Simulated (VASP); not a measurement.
# Run report: Rh, workfunction calculation (part 2 of 2)

Continued. System: Rh (slab, 6 atoms in the cell). Method: Kohn-Sham DFT of a periodic cell, PBE, VASP PAW PBE potentials, recommended, no spin polarisation (VASP 6.6.1); cutoff 520 eV, 11×11×1 k-mesh, Gaussian smearing of 0.05 eV. The structure derives from an entry of the Crystallography Open Database. It belongs to a series of runs on one base structure; here: the (1 1 1) slab of Rh, cut from the database cell, not relaxed.

Geometry of the input (Å; fractional positions):
```
2.6892  0.0000  -0.0000
-1.3446  2.3289  0.0000
0.0000  0.0000  25.9786
Rh 0.6667  0.3333  0.2887
Rh 0.3333  0.6667  0.3732
Rh 0.0000  0.0000  0.4577
Rh 0.6667  0.3333  0.5423
Rh 0.3333  0.6667  0.6268
Rh 0.0000  0.0000  0.7113
```

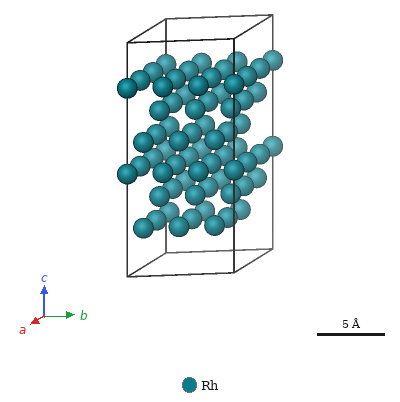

*The structure as given in the input (spheres-only view of the 3 × 3 repeat of the cell, with the vacuum cut short, seen slightly off an axis).*

### Parts of OUTCAR, continued
```
     47       2.7663      2.00000
     48       3.2543      2.00000
     49       3.2544      2.00000
     50       3.7319      0.00000
     51       3.7330      0.00000
     52       3.9927      0.00000
     53       3.9945      0.00000
     54       4.3638      0.00000

 k-point     2 :       0.0909    0.0000    0.0000
  band No.  band energies     occupation
      1     -43.5721      2.00000
      2     -43.4285      2.00000
      3     -43.2247      2.00000
      4     -43.0445      2.00000
      5     -43.0205      2.00000
      6     -43.0054      2.00000
      7     -42.9975      2.00000
      8     -42.9848      2.00000
      9     -42.9602      2.00000
     10     -42.9428      2.00000
     11     -42.9358      2.00000
     12     -42.9013      2.00000
     13     -42.6174      2.00000
     14     -42.6161      2.00000
     15     -42.6017      2.00000
     16     -42.6011      2.00000
     17     -42.5702      2.00000
     18     -42.5702      2.00000
     19      -3.9207      2.00000
     20      -3.2449      2.00000
     21      -2.4676      2.00000
     22      -2.3243      2.00000
     23      -1.9460      2.00000
     24      -1.8651      2.00000
     25      -0.0294      2.00000
     26       0.0712      2.00000
     27       0.2171      2.00000
     28       0.3705      2.00000
     29       0.4742      2.00000
     30       0.5426      2.00000
     31       0.6247      2.00000
     32       0.6533      2.00000
     33       0.7739      2.00000
     34       0.8172      2.00000
     35       0.8944      2.00000
     36       0.9005      2.00000
     37       0.9546      2.00000
     38       1.1111      2.00000
     39       1.2357      2.00000
     40       1.2956      2.00000
     41       1.7635      2.00000
     42       2.2018      2.00000
     43       2.2047      2.00000
     44       2.4995      2.00000
     45       2.5422      2.00000
     46       2.7503      2.00000
     47       2.8042      2.00000
     48       2.8679      2.00000
     49       3.2500      2.00000
     50       3.2625      2.00000
     51       3.7412      0.00000
     52       4.0115      0.00000
     53       4.1425      0.00000
     54       5.2014      0.00000

 k-point     3 :       0.1818   -0.0000    0.0000
  band No.  band energies     occupation
      1     -43.5287      2.00000
      2     -43.4113      2.00000
      3     -43.2570      2.00000
      4     -43.1618      2.00000
      5     -43.1211      2.00000
      6     -43.0984      2.00000
      7     -43.0344      2.00000
      8     -43.0324      2.00000
      9     -43.0163      2.00000
     10     -42.9897      2.00000
     11     -42.9701      2.00000
     12     -42.9239      2.00000
     13     -42.7199      2.00000
     14     -42.7197      2.00000
     15     -42.6048      2.00000
     16     -42.6041      2.00000
     17     -42.5984      2.00000
     18     -42.5983      2.00000
     19      -3.1644      2.00000
     20      -2.5679      2.00000
     21      -1.9054      2.00000
     22      -1.7689      2.00000
     23      -1.4146      2.00000
     24      -1.2455      2.00000
     25      -0.6340      2.00000
     26      -0.3035      2.00000
     27      -0.2210      2.00000
     28      -0.0855      2.00000
     29       0.0468      2.00000
     30       0.5646      2.00000
     31       0.6735      2.00000
     32       0.7252      2.00000
     33       0.9077      2.00000
     34       0.9508      2.00000
     35       0.9935      2.00000
     36       1.2031      2.00000
     37       1.2426      2.00000
     38       1.3040      2.00000
     39       1.4100      2.00000
     40       1.6531      2.00000
     41       1.7341      2.00000
     42       1.8349      2.00000
     43       1.9549      2.00000
     44       2.1493      2.00000
     45       2.2875      2.00000
     46       2.5261      2.00000
     47       2.8629      2.00000
     48       2.8916      2.00000
     49       3.2700      2.00000
     50       3.7575      0.00000
     51       3.9203      0.00000
     52       4.0560      0.00000
     53       5.2496      0.00000
     54       6.6166      0.00000

 k-point     4 :       0.2727   -0.0000    0.0000
  band No.  band energies     occupation
      1     -43.4808      2.00000
      2     -43.4148      2.00000
      3     -43.3497      2.00000
      4     -43.3161      2.00000
      5     -43.2559      2.00000
      6     -43.1963      2.00000
      7     -43.1069      2.00000
      8     -43.0770      2.00000
      9     -43.0570      2.00000
     10     -43.0178      2.00000
     11     -43.0059      2.00000
     12     -42.9543      2.00000
     13     -42.8637      2.00000
     14     -42.8626      2.00000
     15     -42.6350      2.00000
     16     -42.6350      2.00000
     17     -42.5944      2.00000
     18     -42.5941      2.00000
     19      -2.3969      2.00000
     20      -2.0441      2.00000
     21      -1.8904      2.00000
     22      -1.6291      2.00000
     23      -1.4305      2.00000
     24      -1.1840      2.00000
     25      -0.9829      2.00000
     26      -0.8212      2.00000
     27      -0.4413      2.00000
     28      -0.0583      2.00000
     29       0.1369      2.00000
     30       0.4154      2.00000
     31       0.6063      2.00000
     32       0.8069      2.00000
     33       0.8858      2.00000
     34       1.1119      2.00000
     35       1.3271      2.00000
     36       1.4368      2.00000
     37       1.6027      2.00000
     38       1.7330      2.00000
     39       1.8247      2.00000
     40       2.1035      2.00000
     41       2.3111      2.00000
     42       2.3561      2.00000
     43       2.5225      2.00000
     44       2.5789      2.00000
     45       2.8252      2.00000
     46       2.9607      2.00000
     47       3.1250      2.00000
     48       3.3113      2.00000
     49       3.3345      1.99993
     50       3.7727      0.00000
     51       4.1058      0.00000
     52       4.7111      0.00000
     53       6.3604      0.00000
     54       8.0081      0.00000

 k-point     5 :       0.3636    0.0000    0.0000
  band No.  band energies     occupation
      1     -43.5106      2.00000
      2     -43.4992      2.00000
      3     -43.4531      2.00000
      4     -43.4201      2.00000
      5     -43.3278      2.00000
      6     -43.2321      2.00000
      7     -43.1510      2.00000
      8     -43.1172      2.00000
      9     -43.0939      2.00000
     10     -43.0562      2.00000
     11     -43.0387      2.00000
     12     -42.9829      2.00000
     13     -42.9817      2.00000
     14     -42.9741      2.00000
     15     -42.6686      2.00000
     16     -42.6685      2.00000
     17     -42.5856      2.00000
     18     -42.5854      2.00000
     19      -2.3216      2.00000
     20      -2.2906      2.00000
     21      -2.0405      2.00000
     22      -1.9449      2.00000
     23      -1.8309      2.00000
     24      -1.5041      2.00000
     25      -1.3860      2.00000
     26      -1.2121      2.00000
     27      -0.7132      2.00000
     28      -0.0884      2.00000
     29       0.3349      2.00000
     30       0.4941      2.00000
     31       0.6763      2.00000
     32       0.7766      2.00000
     33       1.1776      2.00000
     34       1.2136      2.00000
     35       1.5613      2.00000
     36       1.9032      2.00000
     37       2.3098      2.00000
     38       2.6498      2.00000
     39       2.6699      2.00000
     40       3.1202      2.00000
     41       3.1868      2.00000
     42       3.3906      1.98289
     43       3.4072      1.94466
     44       3.5155      0.25134
     45       3.6550      0.00000
     46       3.7310      0.00000
     47       3.8334      0.00000
     48       3.9469      0.00000
     49       3.9508      0.00000
     50       4.1481      0.00000
     51       4.1850      0.00000
     52       5.6108      0.00000
     53       7.4210      0.00000
     54       9.2654      0.00000

 [... the levels of 10 k-points are left out ...]

 k-point    16 :       0.3636    0.2727    0.0000
  band No.  band energies     occupation
      1     -43.4833      2.00000
      2     -43.4484      2.00000
      3     -43.4287      2.00000
      4     -43.4247      2.00000
      5     -43.3423      2.00000
      6     -43.3345      2.00000
      7     -43.3084      2.00000
      8     -43.2586      2.00000
      9     -43.1926      2.00000
     10     -43.1616      2.00000
     11     -43.1075      2.00000
     12     -43.0832      2.00000
     13     -42.9687      2.00000
     14     -42.9677      2.00000
     15     -42.8737      2.00000
     16     -42.8736      2.00000
     17     -42.5733      2.00000
     18     -42.5732      2.00000
     19      -1.7269      2.00000
     20      -1.3583      2.00000
     21      -1.2890      2.00000
     22      -1.2427      2.00000
     23      -1.0179      2.00000
     24      -0.9057      2.00000
     25      -0.8178      2.00000
     26      -0.6782      2.00000
     27      -0.5869      2.00000
     28      -0.2946      2.00000
     29      -0.2580      2.00000
     30       0.1891      2.00000
     31       0.3669      2.00000
     32       0.6187      2.00000
     33       0.6644      2.00000
     34       0.9746      2.00000
     35       1.0722      2.00000
     36       1.4250      2.00000
     37       1.4628      2.00000
     38       1.7862      2.00000
     39       2.0649      2.00000
     40       2.3185      2.00000
     41       2.5198      2.00000
     42       2.6465      2.00000
     43       3.3819      1.99150
     44       3.4393      1.68598
     45       3.6642      0.00000
     46       3.7304      0.00000
     47       3.9187      0.00000
     48       3.9445      0.00000
     49       9.4333      0.00000
     50       9.6093      0.00000
     51       9.9078      0.00000
     52      10.2958      0.00000
     53      10.8037      0.00000
     54      11.3871      0.00000

------------------------ aborting loop because EDIFF is reached ----------------------------------------

  FORCE on cell =-STRESS in cart. coord.  units (eV):
  Direction    XX          YY          ZZ          XY          YZ          ZX
  --------------------------------------------------------------------------------------
  -------------------------------------------------------------------------------------
  Total        0.0554573      0.0554573      0.4429626     -0.0000000      0.0000000      0.0000000
  in kB        0.5461063      0.5461063      4.3620001     -0.0000000      0.0000000      0.0000000
  external PRESSURE =       1.8180709 kB  Pullay stress =       0.0000000 kB

 VOLUME and BASIS-vectors are now :
 -----------------------------------------------------------------------------
  energy-cutoff  :      520.00
  volume of cell :      162.70
      direct lattice vectors                 reciprocal lattice vectors
     2.689197800  0.000000000  0.000000000     0.371858106  0.214692378  0.000000000
    -1.344598900  2.328913610  0.000000000     0.000000000  0.429384755  0.000000000
     0.000000000  0.000000000 25.978604044     0.000000000  0.000000000  0.038493215

 POSITION                                       TOTAL-FORCE (eV/Angst)
 -----------------------------------------------------------------------------------
      1.34460      0.77630      7.50000         0.000000      0.000000      0.087591
     -0.00000      1.55261      9.69572         0.000000      0.000000     -0.143127
      0.00000      0.00000     11.89144         0.000000      0.000000     -0.224454
      1.34460      0.77630     14.08716        -0.000000      0.000000      0.224454
     -0.00000      1.55261     16.28288        -0.000000     -0.000000      0.143127
      0.00000      0.00000     18.47860        -0.000000     -0.000000     -0.087591
 -----------------------------------------------------------------------------------
    total drift:                               -0.000000     -0.000000      0.000417

  FREE ENERGIE OF THE ION-ELECTRON SYSTEM (eV)
  ---------------------------------------------------
  free  energy   TOTEN  =       -41.9624061166 eV

  energy  without entropy=      -41.9472083502  energy(sigma->0) =      -41.95480723

 vacuum level on the upper side and lower side of the slab         8.661         8.661
```

### CONTCAR
```
Rh
   1.00000000000000
     2.6891977995000000    0.0000000000000000    0.0000000000000000
    -1.3445988998000000    2.3289136101999999    0.0000000000000000
     0.0000000000000000    0.0000000000000000   25.9786040438000008
  Rh
     6
Direct
     0.6666666667000030    0.3333333332999970    0.2886991151000018
     0.3333333332999970    0.6666666667000030    0.3732194691000004
     0.0000000000000000    0.0000000000000000    0.4577398229999972
     0.6666666667000030    0.3333333332999970    0.5422601770000028
     0.3333333332999970    0.6666666667000030    0.6267805308999996
     0.0000000000000000    0.0000000000000000    0.7113008848999982

  0.00000000E+00  0.00000000E+00  0.00000000E+00
  0.00000000E+00  0.00000000E+00  0.00000000E+00
  0.00000000E+00  0.00000000E+00  0.00000000E+00
  0.00000000E+00  0.00000000E+00  0.00000000E+00
  0.00000000E+00  0.00000000E+00  0.00000000E+00
  0.00000000E+00  0.00000000E+00  0.00000000E+00
```

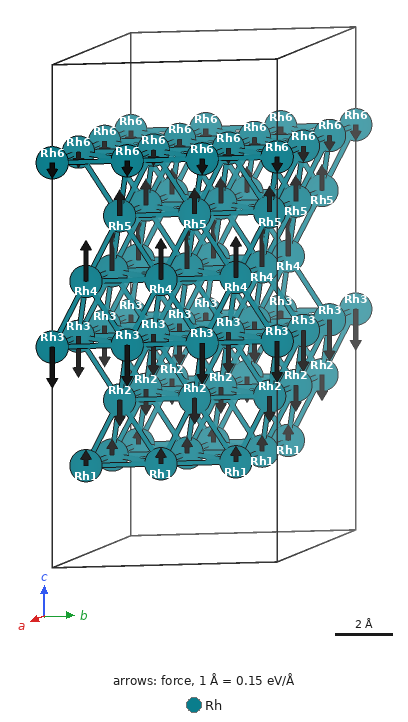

*Forces on the atoms as black arrows (ball-and-stick view of the 3 × 3 repeat of the cell, with the vacuum cut short, seen slightly off an axis; atoms are numbered from 1 in the order of the input).*

The largest act on Rh3, Rh4 (0.22 eV/Å); Rh2, Rh5 (0.14 eV/Å); Rh1, Rh6 (0.09 eV/Å). The geometry is not a stationary point of this energy.

### Key numbers

| quantity | value |
| --- | --- |
| outcome | converged |
| electrons treated | 90 |
| free energy | −41.9624 eV |
| Fermi energy of the self-consistent step | 3.475 eV |
| gap on the k-point mesh | none (metallic) |
| largest force (length of the vector) | 0.224 eV/Å |
| wall time | 4.7 min |
| peak memory | 0.31 GiB |
